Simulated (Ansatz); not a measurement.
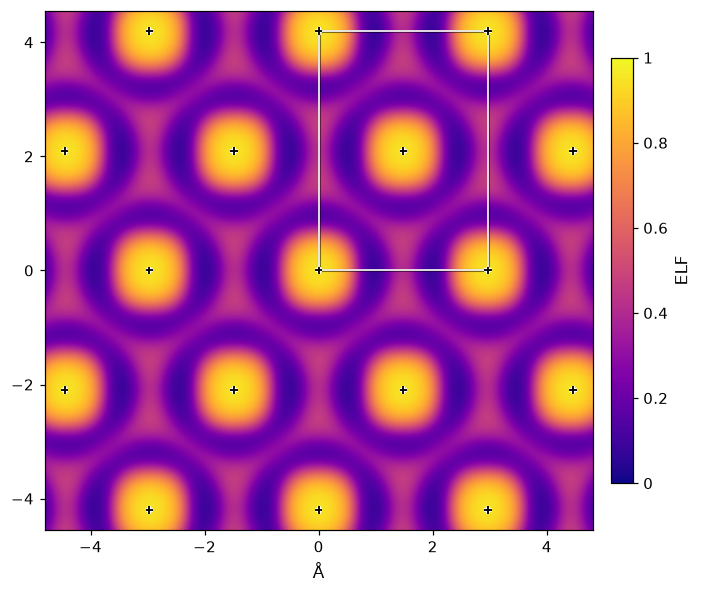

The electron localisation function on a plane through atoms (crosses mark nuclei in the plane).

Theory: Kohn-Sham DFT of a periodic cell, PBE, Ansatz PAW (Ansatz).

Candidates:
A. Cr, a = 2.97 Å, b = 2.97 Å, c = 2.97 Å, α = 90.00°, β = 90.00°, γ = 90.00°. Space group Im-3m; a structure from a database of computed crystals, not necessarily the ambient phase; computed pressure about −24 GPa in this cell; the program warned that no starting moments were given; spin-polarised, but the moments vanished.
B. Cu, a = 2.57 Å, b = 2.57 Å, c = 4.18 Å, α = 90.00°, β = 90.00°, γ = 120.00°. Space group P6₃/mmc; a structure from a database of computed crystals, not necessarily the ambient phase.

> Which system is this?

Candidate A: Cr on the (011̄) plane of the conventional cell, which holds Cr. Cr–Cr (2.57 Å): the ELF is about 0.30 at the midpoint (no localised pair shows between them).
